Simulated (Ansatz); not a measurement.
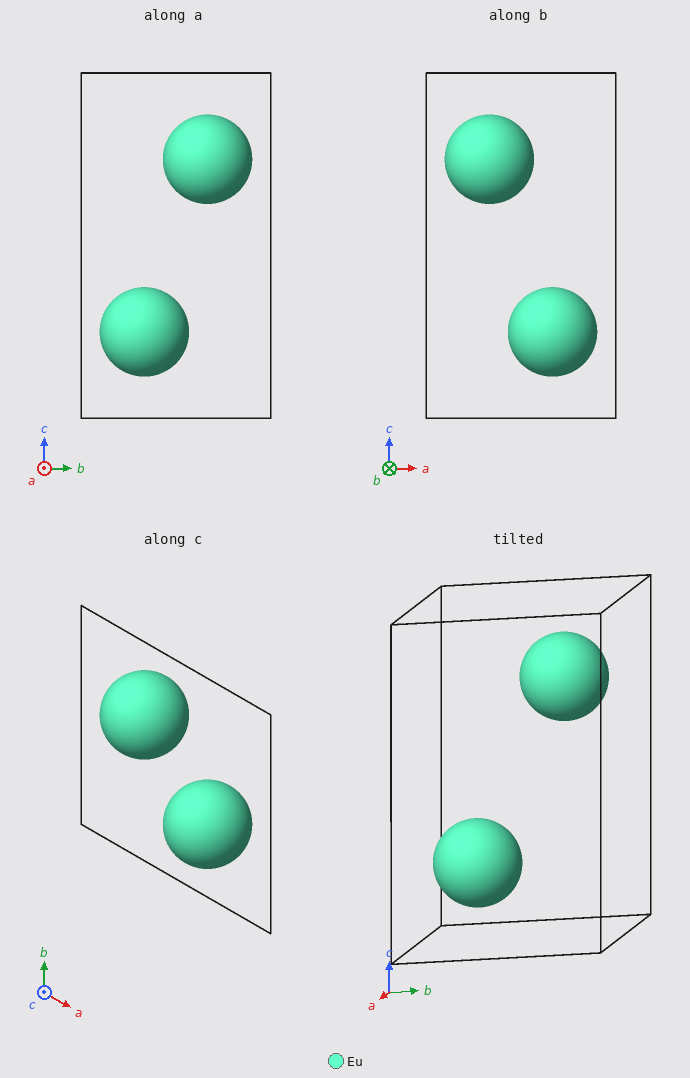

The image is a spheres-only drawing of a crystal, viewed along the a axis, along the b axis, along the c axis and slightly off an axis. The parallelepiped is the conventional unit cell.

Lattice parameters: a = 3.923 Å, b = 3.923 Å, c = 6.190 Å, α = 90.00°, β = 90.00°, γ = 120.00°.

Q: Put the structure into a table of Wyckoff sites.

A: Space group P6_3/mmc (No. 194).
```csv
atom,site,x,y,z
Eu,2d,0.3333,0.6667,0.7500
```

Starting structure: a structure type filled with this element by a generator (whether the element takes this form wasn't checked). It was relaxed at fixed volume with DFT r2SCAN, scalar-relativistic, plane waves, PAW in Ansatz 0.2.0.
